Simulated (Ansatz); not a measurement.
WSe₂

```
W Se
1.0
     6.13880    0.00000    0.00000
     0.00000    6.13880    0.00000
     0.00000    0.00000    3.36601
W Se
2 4
Direct
  0.00000 0.00000 0.00000
  0.50000 0.50000 0.50000
  0.28589 0.28589 0.00000
  0.21411 0.78589 0.50000
  0.78589 0.21411 0.50000
  0.71411 0.71411 0.00000
```

Space group P4₂/mnm; started from the rutile prototype, which need not be the ambient phase.

Computed with DFT, r2SCAN+rVV10, plane waves, PAW in Ansatz 0.2.0.

Core electrons are frozen (PAW), and the valence fields are smoothed inside the atomic spheres.

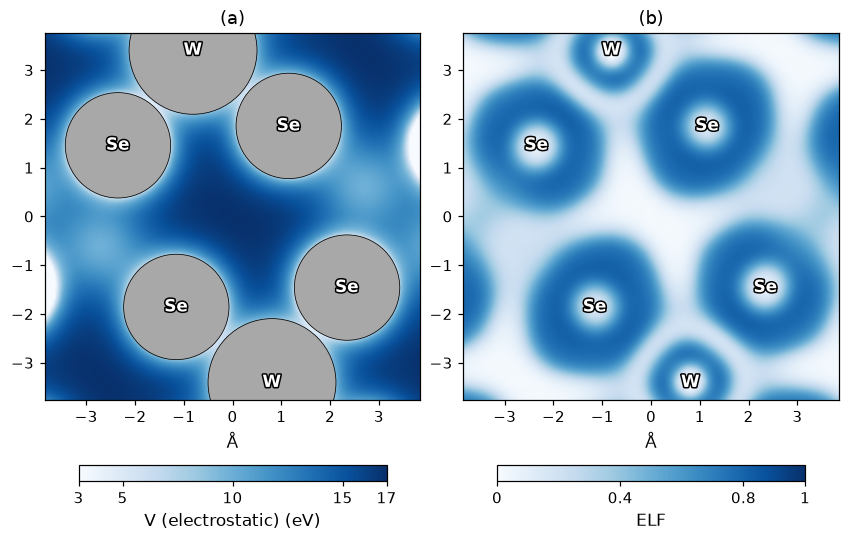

Figure 1. (a) electrostatic potential energy of an electron; (b) ELF on the (111) plane of the conventional cell. Grey discs cover the atomic cores in the potential map.

### What do the fields say about this system?

The plane passes through W and Se nuclei. W–Se (2.48 Å): the ELF is about 0.40 at the midpoint. The features right at W lie inside the PAW spheres, where the map follows smoothed inner orbitals and isn't to be read closely. Outside the cores the potential energy rises away from the atoms and is highest about 2.2 Å from the nearest atoms; its zero is arbitrary.

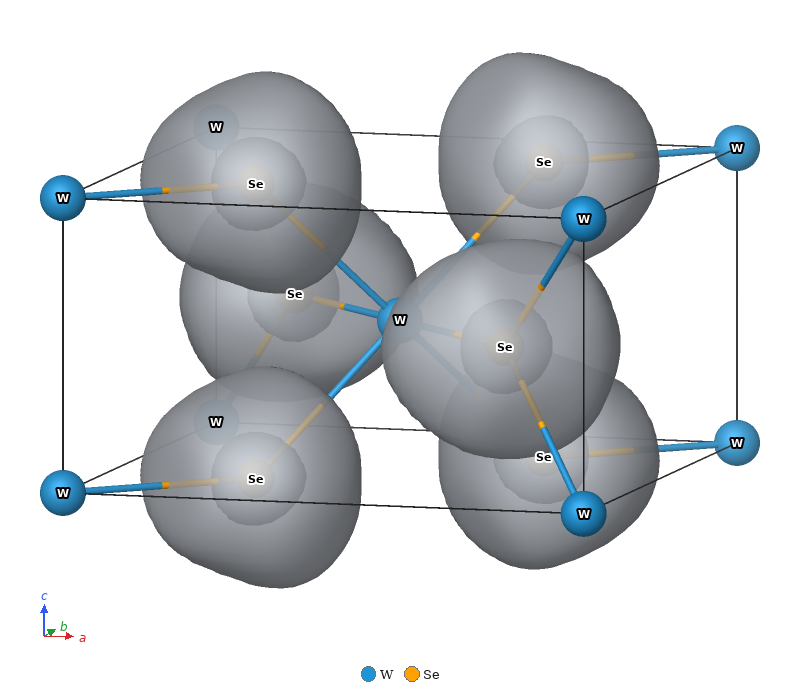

Figure 2. Isosurface of the electron localisation function at 0.6 (grey), seen slightly off an axis. Core shells and regions of very low density are left out. Sticks mark near contacts.

### What do the ELF domains correspond to?

The ELF exceeds this value in four regions wrapped around Se (the valence shell of each), counted in one cell of 6 atoms. Any copies at cell faces, edges or corners count once.
